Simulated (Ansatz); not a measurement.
**SiC₈ (slab): density, localisation and related maps**

The calculation's input:

```
crystal:
  lattice:
    - [4.9313354216, 1.0e-10, 0.0]
    - [-2.4656677109, 4.2706617497, 0.0]
    - [0.0, 0.0, 17.3000330561]
  atoms:
    - { symbol: C, position: [0.3333333333, 0.1666666667, 0.2312153418] }
    - { symbol: C, position: [0.3333333333, 0.6666666667, 0.2312153418] }
    - { symbol: C, position: [0.8333333333, 0.1666666667, 0.2312153418] }
    - { symbol: C, position: [0.8333333333, 0.6666666667, 0.2312153418] }
    - { symbol: C, position: [0.1666666667, 0.3333333333, 0.231213431] }
    - { symbol: C, position: [0.1666666667, 0.8333333333, 0.231213431] }
    - { symbol: C, position: [0.6666666667, 0.3333333333, 0.231213431] }
    - { symbol: C, position: [0.6666666667, 0.8333333333, 0.231213431] }
    - { symbol: Si, position: [0.3333333333, 0.3333333333, 0.4219664224], spin: 2.0 }
basis:
  ecutwfc: 420
kpoints:
  mp_grid: { grid: [6, 6, 1] }
hamiltonian:
  xc: pbe
  dispersion: d3bj
scf:
  occupations: { method: gaussian, width: 0.1 }
output:
  forces: true
  eigenvalues: true
  populations: true
  write_density: true
  write_potential: true
  elf: true
  volumetric_format: npy
magnetization:
  spin_polarized: true
efield:
  axis: 3
  dipole_correction: true
  ramp_width: 0.04
```

Launched as:

```sh
ansatz run input.yaml --threads 1 --pin off --max-ram 3072MiB --backend cpu --events-out ev --progress --plain --runs-dir out
```

Spin-polarised.

Method: DFT PBE+D3(BJ), scalar-relativistic, plane waves, PAW (Ansatz).

Core electrons are frozen (PAW), and the valence fields are smoothed inside the atomic spheres.

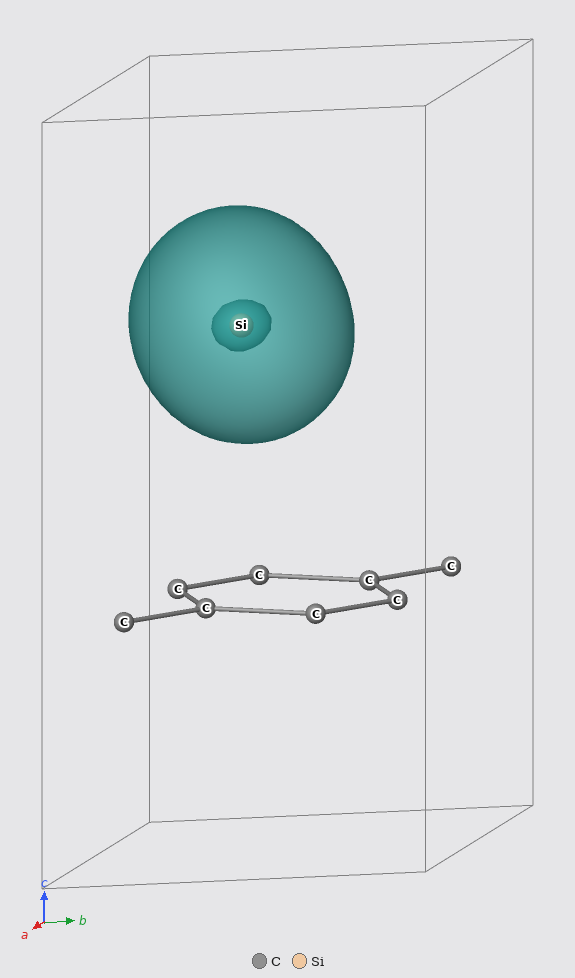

Figure 1. Isosurface of the spin density (up minus down) at +0.05 e/Å³ (teal), seen slightly off an axis. Sticks mark near contacts.

> Where is the spin, and how is it ordered?

The spin density sits on Si: +1.2 μB in one cell of 9 atoms: a single local moment. The cell of the calculation (9 atoms) carries 1.9 μB of net spin moment.

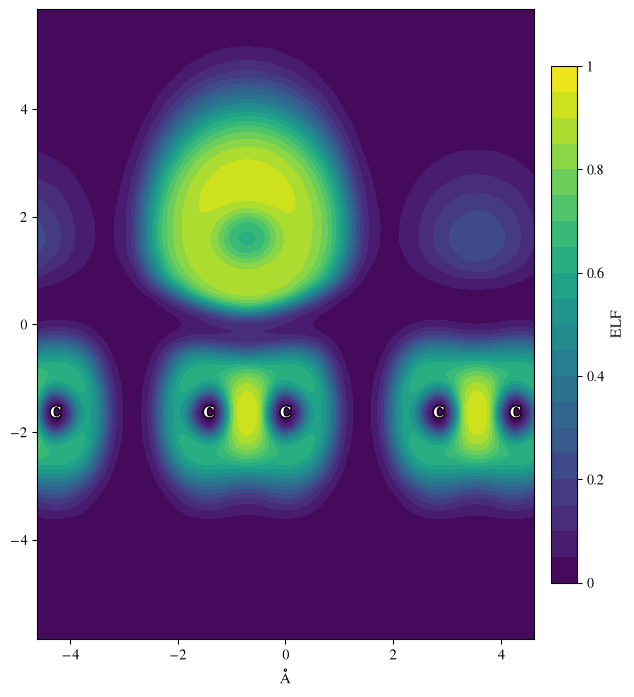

Figure 2. ELF on the (110) plane of the calculation cell, a cut from vacuum to vacuum.

> What does the map show?

The section cuts through C sites.
Atoms just off the plane (Si, 0.4 Å away) can leave unmarked features too.
C–C (1.42 Å): the ELF peaks at about 0.95 between the atoms.

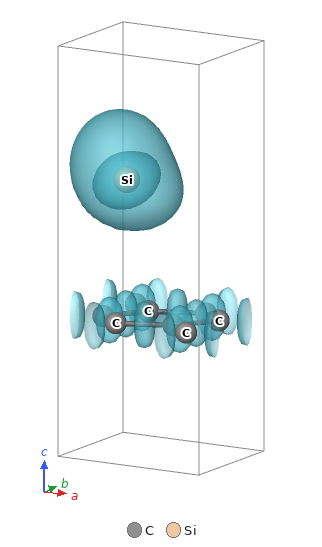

Figure 3. Isosurface of the electron localisation function at 0.85 (cyan), seen slightly off an axis. Only the valence region is drawn (cores and ρ < 0.01 e/Å³ removed). Sticks mark near contacts.

> Describe the localisation domains.

At this value the surface marks out twelve regions between bonded C–C atoms and one region wrapped around Si (its valence shell), counted in one cell of 9 atoms. Counts are for one cell; the picture repeats the cell along the surface. Profiles from the grid: Si–C (3.40 Å): the ELF peaks at about 0.90 in the valence shell of Si, 0.9 Å from its nucleus, and drops to about 0.10 between the two atoms.

> Does the calculation give a band gap?

It is metallic or semimetallic at this level of theory: no gap opens.
